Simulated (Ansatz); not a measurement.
The structure in question:

```
Si
1.0
     6.65565    0.00000    0.00000
     0.00000    6.65565    0.00000
     0.00000    0.00000    6.65565
Si
16
Direct
  0.14844 0.85156 0.35156
  0.35156 0.14844 0.85156
  0.85156 0.35156 0.14844
  0.14844 0.14844 0.14844
  0.85156 0.14844 0.64844
  0.64844 0.85156 0.14844
  0.14844 0.64844 0.85156
  0.35156 0.35156 0.35156
  0.64844 0.35156 0.85156
  0.85156 0.64844 0.35156
  0.35156 0.85156 0.64844
  0.64844 0.64844 0.64844
  0.35156 0.64844 0.14844
  0.14844 0.35156 0.64844
  0.64844 0.14844 0.35156
  0.85156 0.85156 0.85156
```

Q: Describe what this structure looks like.

A: The element is silicon. It belongs to space group Ia-3 (No. 206) and has a body-centred cubic lattice. The cell holds 16 atoms. The neighbours of Si are four Si in a distorted tetrahedral arrangement at 2.34 to 2.39 Å. The bonds build a three-dimensional framework.

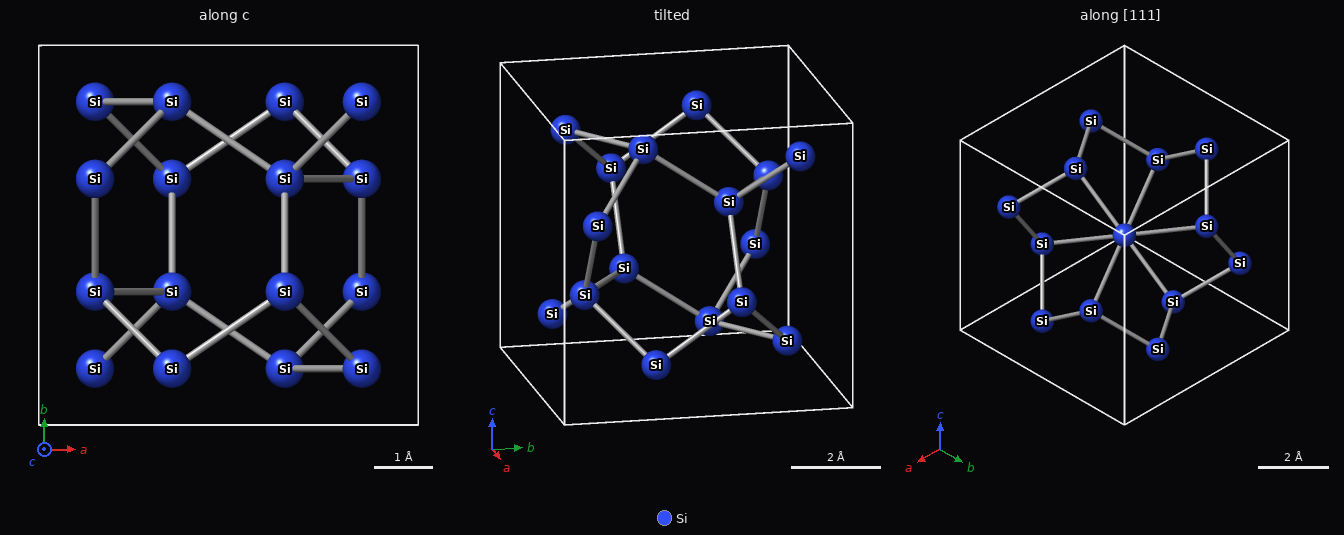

This ball-and-stick model is shown along the c axis, slightly off an axis and along [111]. The edges of the conventional unit cell are marked.

Provenance: a structure listed in the Materials Project. Earlier steps of the study may have refined or changed the cell and positions. It went into a calculation with Ansatz.
